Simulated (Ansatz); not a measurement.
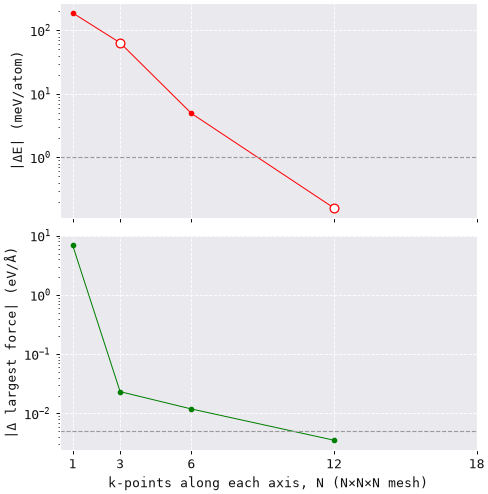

Scan of the k-point mesh.
System: Ti2C (R-3m, 3 atoms in the cell).
Method: DFT PBEsol, scalar-relativistic, plane waves, PAW (Ansatz 0.2.0); cutoff 420 eV, Gaussian smearing of 0.1 eV.
ΔE is the free energy less its value at the densest setting, 18×18×18.
Dashed lines or grey bands mark the tolerance: 1 meV/atom and 0.005 eV/Å.
On logarithmic panels, open markers lie below the reference value and filled ones above.
The atoms sit off their equilibrium sites.

**What is enough for the free energy to 1 meV/atom?**

The free energy is within 1 meV/atom of the densest setting's value from 12×12×12 on. It is off by 190 meV/atom at 1×1×1, 64 meV/atom at 3×3×3 and 4.9 meV/atom at 6×6×6 (on both sides of it). The system is metallic at this level, and the Fermi surface makes the k-point sum converge slowly and unevenly.

**How does the largest force behave (tolerance 0.005 eV/Å)?**

The largest force is within 0.005 eV/Å of the densest setting's value from 12×12×12 on. It is off by 7 eV/Å at 1×1×1, 0.023 eV/Å at 3×3×3 and 0.012 eV/Å at 6×6×6 (always above it).
